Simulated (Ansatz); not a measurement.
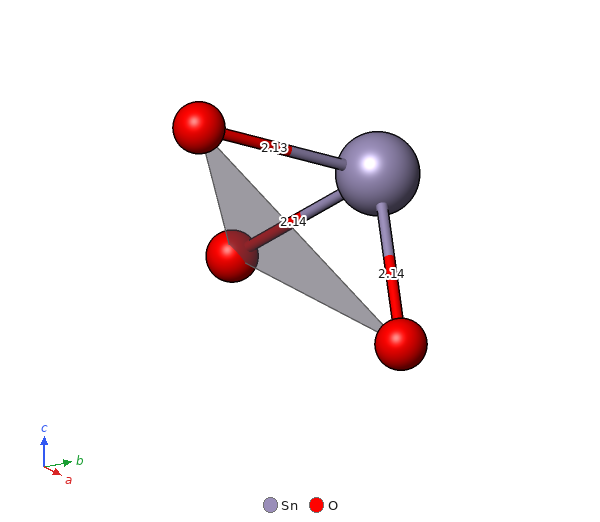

Coordination of Sn in SnO (Pmn2_1); bond lengths in Å. The shape measure S (0 to 100) is the computed least-squares distance from an ideal polyhedron; S = 0 means ideal. Source: the geometry relaxed with Ansatz, DFT PBEsol, scalar-relativistic, plane waves, PAW.

What geometry does the central atom have?

SnO3: a clearly distorted trigonal pyramid (coordination number 3, S = 1.09; next best trigonal plane, S = 12.0).
